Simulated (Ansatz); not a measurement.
Single-point calculation, with input and output: InP (part 1 of 2)

- system: InP (slab, 16 atoms in the cell)
- method: DFT PBE+D3(BJ), scalar-relativistic, plane waves, PAW, no spin polarisation (Ansatz 0.2.0)

The structure derives from an entry of the Crystallography Open Database. It belongs to a series of runs on one base structure; here: the slab at its places in the relaxed adsorbed structure. Figures and captions count atoms from 1; the log counts them from 0 in places.

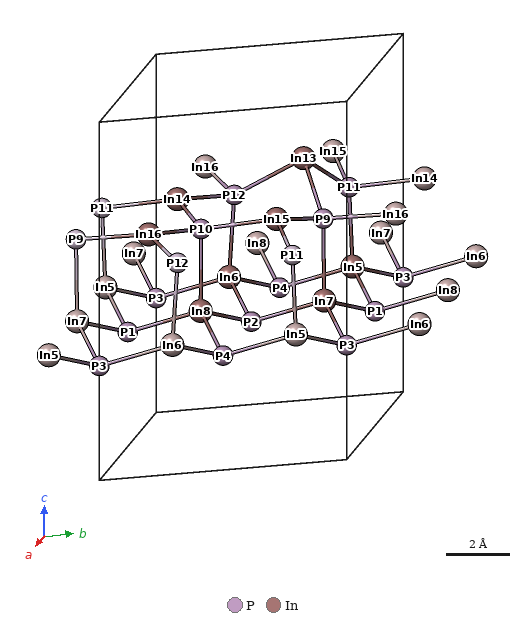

*The structure (ball-and-stick view of the cell of the calculation, with the vacuum cut short, seen slightly off an axis; neighbours outside the cell are drawn fainter; atoms are numbered from 1 in the order of the input). An atom can appear more than once, as a periodic image.*

Near neighbours in the periodic cell (some may lie outside the picture): P has 3 In at 2.55 Å; In has 4 P at 2.55 to 2.76 Å; P has 4 In at 2.48 to 2.76 Å; In has 3 P at 2.48 to 2.66 Å.

### Input file
```yaml
crystal:
  lattice:
    - [8.3347933365, 0.0, 0.0]
    - [-4.1673966682, 7.2181427647, 0.0]
    - [0.0, 0.0, 26.5536314137]
  atoms:
    - { symbol: P, position: [0.5, 0.0, 0.3012770598] }
    - { symbol: P, position: [0.5, 0.5, 0.3012770598] }
    - { symbol: P, position: [0.0, 0.0, 0.3012770598] }
    - { symbol: P, position: [0.0, 0.5, 0.3012770598] }
    - { symbol: In, position: [0.1666666667, 0.8333333333, 0.3333128394] }
    - { symbol: In, position: [0.1666666667, 0.3333333333, 0.3333128394] }
    - { symbol: In, position: [0.6666666667, 0.8333333333, 0.3333128394] }
    - { symbol: In, position: [0.6666666667, 0.3333333333, 0.3333128394] }
    - { symbol: P, position: [0.6454115611, 0.824018801, 0.4348779207] }
    - { symbol: P, position: [0.6680960738, 0.3350187689, 0.4364815386] }
    - { symbol: P, position: [0.1771293596, 0.8213425874, 0.4344093087] }
    - { symbol: P, position: [0.1799567485, 0.3576846471, 0.4370577821] }
    - { symbol: In, position: [0.3374798514, 0.6743079117, 0.4884549791] }
    - { symbol: In, position: [0.3233238849, 0.160187066, 0.4491033511] }
    - { symbol: In, position: [0.8388379738, 0.6794357476, 0.4546694342] }
    - { symbol: In, position: [0.8397693016, 0.1625176262, 0.4488408917] }
basis:
  ecutwfc: 420
kpoints:
  mp_grid: { grid: [2, 2, 1] }
hamiltonian:
  xc: pbe
  dispersion: d3bj
scf:
  occupations: { method: gaussian, width: 0.05 }
output:
  forces: true
  eigenvalues: true
  write_density: true
  volumetric_format: npy
efield:
  axis: 3
  dipole_correction: true
  ramp_width: 0.04
```

Hardware: 4 threads of Arm Neoverse V2, 24 GiB of memory available, shared host.

Launch command:
```bash
ansatz run input.yaml --threads 4 --pin off --max-ram 10240MiB --backend cpu --events-out ev --progress --plain --runs-dir out
```

### Log
```
Engine: ansatz 0.2.0, aarch64-unknown-linux-gnu
Pseudopotentials: kind: paw
Pseudopotential: P, paw, valence charge 5, recommended cutoff 420 eV (normal), P.paw.azcp
Pseudopotential: In, paw, valence charge 13, recommended cutoff 420 eV (normal), In.paw.azcp
Functional definition: PBE
  parameter kappa = 0.804
  parameter beta = 0.06672455060314922
  exchange = pbe_x(kappa = kappa, mu = beta*pi^2/3)
  correlation = pbe_c(beta = beta)
Crystal: 16 atoms, lattice volume = 1597.512 Å³
Basis set: ecut = 420 eV, 31097 PW (Γ), exchange–correlation on 120×120×360 points (8 copies of the dense FFT grid, shifted against one another)
Bands: 88, of which v1, the nominal top of the filled ones, is band 72 counted from 1 (71 counted from 0)
Symmetry: 1 space group operations
Space group: P1 (ITA 1), of the structure as read, at distance tolerance 1.2e-4 Å
k-points: 4
Non-local potential: P, projectors of the file, l = 0: 2, l = 1: 2, l = 2: 2
Non-local potential: In, projectors of the file, l = 0: 2, l = 1: 2, l = 2: 2, l = 3: 2
PAW form: soft (Blöchl's): semilocal exchange-correlation on the pseudo side does not see the compensation charge
PAW one-centre angular grid: P, 110 points (default); XC on 64 Gauss nodes
PAW one-centre angular grid: In, 590 points (default); XC on 64 Gauss nodes
Initial density: superposition of atomic densities (neutral atoms: chi_scale 0, normalization atom), corrected by the library's trained network
Initial wavefunctions: pseudopotential atomic-orbital guess
Functional: x = pbe(κ = 0.804, μ = 0.2195149727645171), c = pbe(β = 0.06672455060314922)
SCF iter   1: F=—  HF=-50828.595495 eV  |F-HF|=—  |Δ(HF+E_count)|=         —  Δρ=1.88e-3  dr2=4.24e-1  ethr=1.77e-3  p=0.617 e·Å  D=6.99e-2 V/Å  ΔV_dip=-1.86 eV  dr2_dipole=9.89e-2  V_vac-E_F(+/−)=3.79/5.65 eV  ⟨swp⟩=8.2  Hψ=1628  notcnv=0  defer=14
efield: sawtooth ramp at fractional position 0.8749 (placed from the atoms, in the widest stretch of the axis that holds none; the zero of the levels goes with the place), width 0.0400; the density the first Hamiltonian is built on has a dipole p = 0.617 e·Å; the dipole correction subtracts the counter field D = 6.99e-2 V/Å, which shifts the + side's vacuum level by -1.86 eV against the − side's; the planar-averaged density in the ramp window peaks in size at 6.3e-7 e/Å³
preconditioner: auto → LDOS  [metal: Δε(μ)=0.027 eV  Ē_g=12.487 eV  σ=0.050 eV  W_gap=0.30  n_scr=176 (ndim 8)  ℏωp=11.1 eV  f_vac=0.689  D(μ)=26.18/eV (n_scr^D=134)  β→1.0]
SCF iter   2: F=—  HF=-50828.589332 eV  |F-HF|=—  |Δ(HF+E_count)|=   6.16e-3  Δρ=1.11e-3  dr2=6.75e-2  ethr=2.94e-4  p=0.683 e·Å  D=7.73e-2 V/Å  ΔV_dip=-2.05 eV  dr2_dipole=8.49e-3  V_vac-E_F(+/−)=3.70/5.76 eV  ⟨swp⟩=3.5  Hψ=651  notcnv=0  defer=39
SCF iter   3: F=—  HF=-50828.586943 eV  |F-HF|=—  |Δ(HF+E_count)|=   2.39e-3  Δρ=1.10e-3  dr2=1.21e-1  ethr=4.69e-5  p=0.687 e·Å  D=7.78e-2 V/Å  ΔV_dip=-2.06 eV  dr2_dipole=2.42e-2  V_vac-E_F(+/−)=3.71/5.78 eV  ⟨swp⟩=2.0  Hψ=625  notcnv=0  defer=39
SCF iter   4: F=—  HF=-50828.580756 eV  |F-HF|=—  |Δ(HF+E_count)|=   6.19e-3  Δρ=4.89e-4  dr2=2.91e-2  ethr=4.69e-5  p=0.700 e·Å  D=7.93e-2 V/Å  ΔV_dip=-2.11 eV  dr2_dipole=4.80e-3  V_vac-E_F(+/−)=3.69/5.80 eV  ⟨swp⟩=2.0  Hψ=541  notcnv=0  defer=39
SCF iter   5: F=—  HF=-50828.580155 eV  |F-HF|=—  |Δ(HF+E_count)|=   6.01e-4  Δρ=3.70e-4  dr2=8.09e-3  ethr=2.02e-5  p=0.699 e·Å  D=7.92e-2 V/Å  ΔV_dip=-2.10 eV  dr2_dipole=2.85e-4  V_vac-E_F(+/−)=3.71/5.81 eV  ⟨swp⟩=1.0  Hψ=313  notcnv=0  defer=39
SCF iter   6: F=—  HF=-50828.579735 eV  |F-HF|=—  |Δ(HF+E_count)|=   4.20e-4  Δρ=2.78e-4  dr2=5.64e-3  ethr=5.62e-6  p=0.698 e·Å  D=7.91e-2 V/Å  ΔV_dip=-2.10 eV  dr2_dipole=2.90e-4  V_vac-E_F(+/−)=3.71/5.81 eV  ⟨swp⟩=2.0  Hψ=545  notcnv=0  defer=39
SCF iter   7: F=—  HF=-50828.579166 eV  |F-HF|=—  |Δ(HF+E_count)|=   5.69e-4  Δρ=2.03e-4  dr2=2.75e-3  ethr=3.91e-6  p=0.701 e·Å  D=7.94e-2 V/Å  ΔV_dip=-2.11 eV  dr2_dipole=2.44e-5  V_vac-E_F(+/−)=3.71/5.82 eV  ⟨swp⟩=2.0  Hψ=336  notcnv=0  defer=39
SCF iter   8: F=—  HF=-50828.578785 eV  |F-HF|=—  |Δ(HF+E_count)|=   3.81e-4  Δρ=1.07e-4  dr2=7.50e-4  ethr=1.91e-6  p=0.705 e·Å  D=7.98e-2 V/Å  ΔV_dip=-2.12 eV  dr2_dipole=3.03e-5  V_vac-E_F(+/−)=3.70/5.82 eV  ⟨swp⟩=2.0  Hψ=378  notcnv=0  defer=39
SCF iter   9: F=—  HF=-50828.578698 eV  |F-HF|=—  |Δ(HF+E_count)|=   8.67e-5  Δρ=4.94e-5  dr2=1.46e-4  ethr=5.21e-7  p=0.707 e·Å  D=8.00e-2 V/Å  ΔV_dip=-2.13 eV  dr2_dipole=1.23e-5  V_vac-E_F(+/−)=3.69/5.82 eV  ⟨swp⟩=2.0  Hψ=416  notcnv=0  defer=39
SCF iter  10: F=—  HF=-50828.578683 eV  |F-HF|=—  |Δ(HF+E_count)|=   1.46e-5  Δρ=2.50e-5  dr2=3.40e-5  ethr=1.02e-7  p=0.707 e·Å  D=8.01e-2 V/Å  ΔV_dip=-2.13 eV  dr2_dipole=3.15e-6  V_vac-E_F(+/−)=3.69/5.82 eV  ⟨swp⟩=2.5  Hψ=619  notcnv=0  defer=39
SCF iter  11: F=—  HF=-50828.578400 eV  |F-HF|=—  |Δ(HF+E_count)|=   2.83e-4  Δρ=1.58e-5  dr2=1.45e-5  ethr=2.36e-8  p=0.706 e·Å  D=8.00e-2 V/Å  ΔV_dip=-2.12 eV  dr2_dipole=2.57e-7  V_vac-E_F(+/−)=3.69/5.81 eV  ⟨swp⟩=2.8  Hψ=678  notcnv=0  defer=39
SCF iter  12: F=—  HF=-50828.578403 eV  |F-HF|=—  |Δ(HF+E_count)|=   2.60e-6  Δρ=8.80e-6  dr2=4.45e-6  ethr=1.01e-8  p=0.706 e·Å  D=8.00e-2 V/Å  ΔV_dip=-2.12 eV  dr2_dipole=2.01e-8  V_vac-E_F(+/−)=3.69/5.81 eV  ⟨swp⟩=2.0  Hψ=400  notcnv=0  defer=39
SCF iter  13: F=—  HF=-50828.578403 eV  |F-HF|=—  |Δ(HF+E_count)|=   7.33e-7  Δρ=4.27e-6  dr2=1.15e-6  ethr=3.09e-9  p=0.706 e·Å  D=7.99e-2 V/Å  ΔV_dip=-2.12 eV  dr2_dipole=3.32e-10  V_vac-E_F(+/−)=3.69/5.81 eV  ⟨swp⟩=2.2  Hψ=501  notcnv=0  defer=39
SCF iter  14: F=—  HF=-50828.578403 eV  |F-HF|=—  |Δ(HF+E_count)|=   1.79e-7  Δρ=2.71e-6  dr2=5.54e-7  ethr=7.97e-10  p=0.706 e·Å  D=8.00e-2 V/Å  ΔV_dip=-2.12 eV  dr2_dipole=3.29e-8  V_vac-E_F(+/−)=3.69/5.81 eV  ⟨swp⟩=2.0  Hψ=396  notcnv=0  defer=39
SCF iter  15: F=—  HF=-50828.578404 eV  |F-HF|=—  |Δ(HF+E_count)|=   3.90e-8  Δρ=1.61e-6  dr2=1.05e-7  ethr=3.85e-10  p=0.706 e·Å  D=8.00e-2 V/Å  ΔV_dip=-2.12 eV  dr2_dipole=2.19e-11  V_vac-E_F(+/−)=3.69/5.81 eV  ⟨swp⟩=2.0  Hψ=372  notcnv=0  defer=39
SCF iter  16: F=-50828.578404 eV  HF=-50828.578404 eV  |F-HF|=5.56e-8  |Δ(HF+E_count)|=   1.37e-7  Δρ=7.73e-7  dr2=3.52e-8  ethr=6.94e-11  p=0.706 e·Å  D=8.00e-2 V/Å  ΔV_dip=-2.12 eV  dr2_dipole=3.29e-9  V_vac-E_F(+/−)=3.69/5.81 eV  ⟨swp⟩=20.2  Hψ=2137  notcnv=0
SCF 1 converged in 16 iterations: F = -50828.578404 eV  dr2 = 3.52e-8
  greatest PAW one-centre occupation: 0.982 electrons in one spin orbital (limit 2), on the In atom at site 13 (counted from 0), in its partial waves of l = 2
```

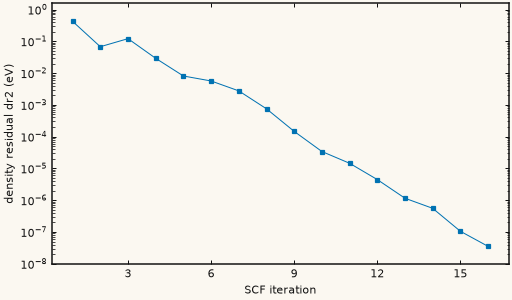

*Convergence of the self-consistent field: density residual dr2 against the SCF iteration.*

The residual falls almost steadily, with no more than small rises.

```
SCF converged after 16 iterations
Free energy (F): -50828.578404 eV
Harris-Foulkes:  -50828.578404 eV  (|F-HF|=5.56e-8)
Internal energy: -50828.540839 eV  (E = F + TS)
E sigma→0 (E₀):  -50828.559621 eV
Entropy (-TS):   -0.037565 eV (-2.348 meV/atom)
Fermi energy:    -1.705342 eV
Dipole field:    D = 0.079936 V/Å  (p = 0.705712 e·Å, saw-weighted, corrected)
Work function:   Φ+ = 3.6908 eV   Φ− = 5.8134 eV
Levels:          The Fermi level and band energies are counted from a zero that moves with the ramp; work functions are not
--- Per-component energies (eV) ---
  E_band       = -1684.367054
  E_kinetic    = 2487.681525
  E_local      = -91404.547201  (includes V_loc(G=0)·N_el)
  E_nonlocal   = 3208.582432
  E_hartree    = 43886.581610
  E_xc         = -2203.927960
  E_vxc        = -1265.985804  (∫ρ·V_xc dr)
  E_paw        = -37792.863540  (= ΣΔE_a)
  E_vpaw       = -2485.139283  (= ΣTr[D̂ρ^β])
  E_aug_tail   = 0.000233  (compensation charges beyond the density's cutoff)
  E_efield     = 0.028206  (sawtooth field / dipole correction)
  E_vefield    = 1.870967  (∫n·V_field dr)
  E_ewald      = 30993.212811
  E_disp       = -3.288956  (pairwise vdW)
  E_smearing   = -0.037565  (= −TS)
  E_closure    = 0.000000  (closes the sum)
  Σ components = -50828.578404   (vs F -50828.578404, Δ=0.00e0)
--- Forces (eV/Å), atoms counted from 1 ---
  atom   1  P      0.00183484     0.05622487     0.14552153
  atom   2  P      0.03658334    -0.02477705     0.10313103
  atom   3  P      0.00177388     0.00872368     0.27203304
  atom   4  P     -0.03343106    -0.03189152     0.10472159
  atom   5  In     0.08778273    -0.11055617    -0.24819769
  atom   6  In     0.00427948     0.17816526    -0.08689658
  atom   7  In    -0.09339504    -0.11676021    -0.22064939
  atom   8  In    -0.00329239     0.05034581    -0.19522362
  atom   9  P      0.07194345    -0.09482530     0.12440598
  atom  10  P     -0.03822315     0.12523129     0.11653029
  atom  11  P     -0.09233283    -0.06896869     0.18269964
  atom  12  P      0.02988646     0.03791200    -0.03494513
  atom  13  In    -0.01464769    -0.08121563    -0.00040792
  atom  14  In    -0.05305680     0.05069582    -0.01728060
  atom  15  In     0.04051837    -0.01833770    -0.25676728
  atom  16  In     0.05377979     0.04004598     0.01129116
  max |Σ_I F_I| component: 3.40e-5 eV/Å
--- Band table (eV) ---
```
